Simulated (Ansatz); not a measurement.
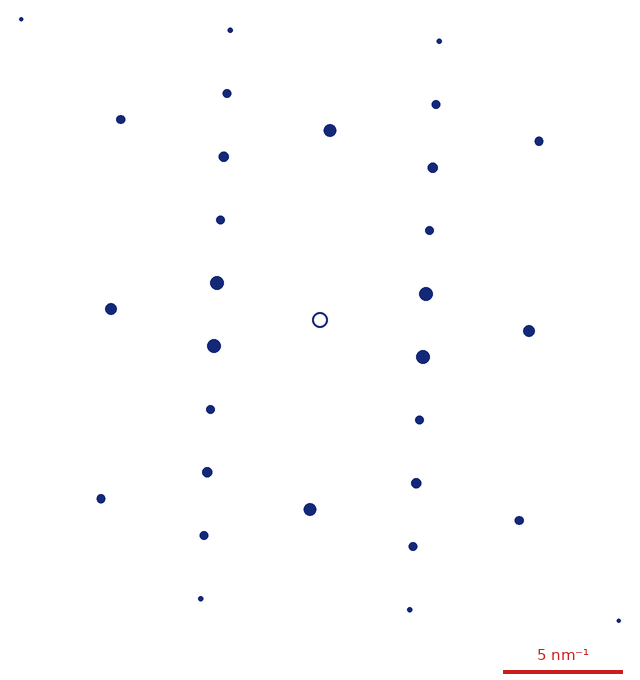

Kinematic zone-axis pattern, calculated for 100 keV electrons with B = 0.5 Å².

Candidate phases (model or computed cells):
A. Rh, space group P6/mmm (No. 191), a = 4.327 Å, c = 2.658 Å (hexagonal axes)
B. Rh, space group Im-3m (No. 229), a = 3.031 Å
C. Rh, space group P6_3/mmc (No. 194), a = 2.70 Å, c = 4.36 Å (hexagonal axes)
D. Rh, space group Pm-3m (No. 221), a = 2.55 Å

Which candidate gives this pattern, and along which zone?

Candidate A (Rh), along [101] or an equivalent direction. The spots form a centred rectangular net whose two shortest vectors correspond to d = 3.75 Å and 2.17 Å, 73.2° apart. They index as 0 1 0 (itself too weak to see) and 1 0 -1; no zone of the other candidates with indices up to 3 has this net. Some points of the net are extinct or too weak to see.
